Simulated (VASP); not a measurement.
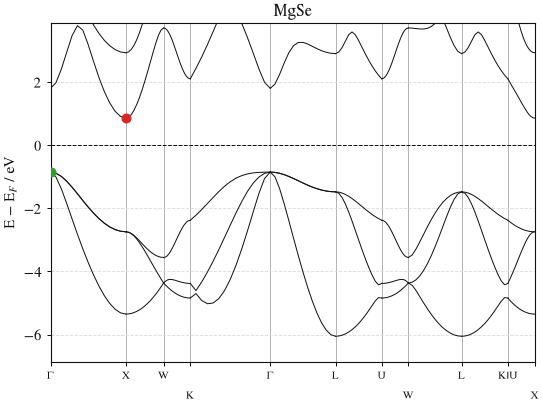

Band structure of rocksalt MgSe, space group Fm-3m (No. 225), 2 atoms in the primitive cell (cubic a = 5.384 Å). VASP; LDA, VASP PAW LDA potentials, release 64 (Mg, Se), no spin polarisation, no spin-orbit coupling, 8×8×8 k mesh, 520 eV cutoff, Gaussian smearing of 0.02 eV. Energies are counted from the Fermi level, put mid-gap where there is a gap.

A semiconductor. The gap along this path is 1.71 eV and indirect, from the valence-band top at Γ to the conduction-band bottom at X; the smallest direct gap is 2.66 eV, at Γ. Three bands meet at the valence-band top at Γ: it is triply degenerate (spin aside). The direct gaps are 4.48 eV at K, 2.66 eV at Γ and 4.38 eV at L.

Spin-orbit coupling is left out, which matters for Se. LDA, GGA and most meta-GGA functionals understate gaps.
